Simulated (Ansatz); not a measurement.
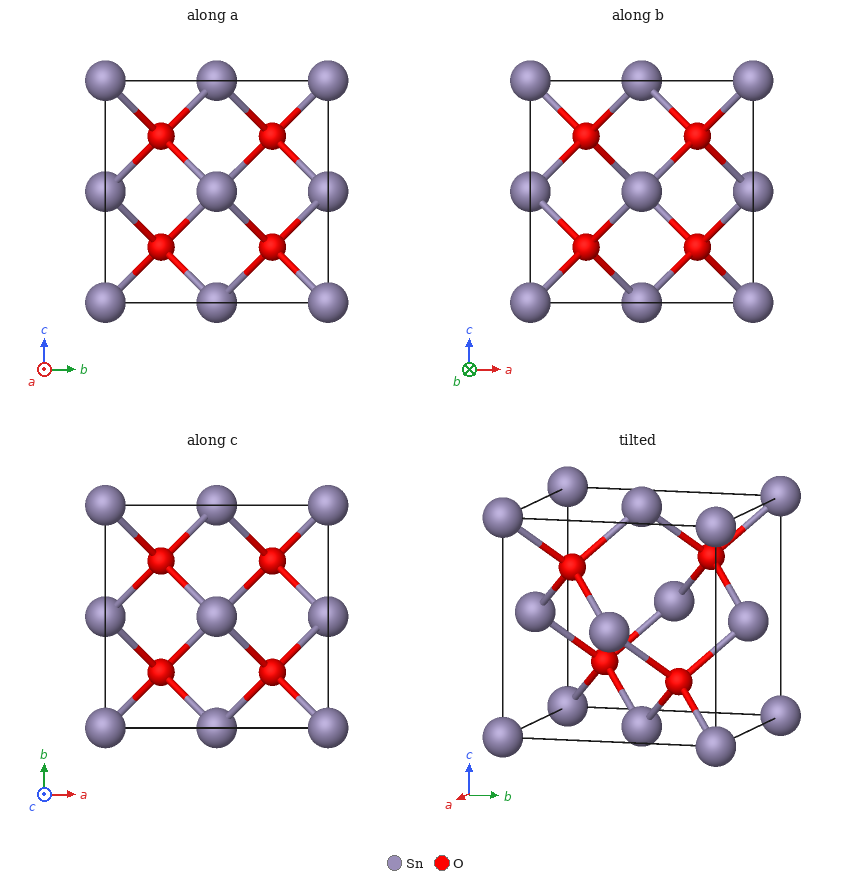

The crystal in a ball-and-stick representation, seen along the a axis, along the b axis, along the c axis and slightly off an axis. The frame is the drawn cell (a repeat of the simulation cell); atoms at its boundary are shown with their periodic copies.

Lattice parameters: a = 5.416 Å, b = 5.416 Å, c = 5.399 Å, α = 90.00°, β = 90.00°, γ = 90.00°. Put a along x and b in the xy plane.

### Transcribe the picture into a POSCAR file.

```
Sn O
1.0
     5.416    0.000    0.000
     0.000    5.416    0.000
     0.000    0.000    5.399
Sn O
4 4
Direct
  0.0000 0.0000 0.0000
  0.5000 0.5000 0.0000
  0.5000 0.0000 0.5000
  0.0000 0.5000 0.5000
  0.2500 0.2500 0.2500
  0.7500 0.7500 0.2500
  0.7500 0.2500 0.7500
  0.2500 0.7500 0.7500
```

It derives from a structure type filled with these elements by a generator (whether the compound takes this form wasn't checked). The cell was then strained or its atoms displaced on purpose. It was run through Ansatz as a DFT input.
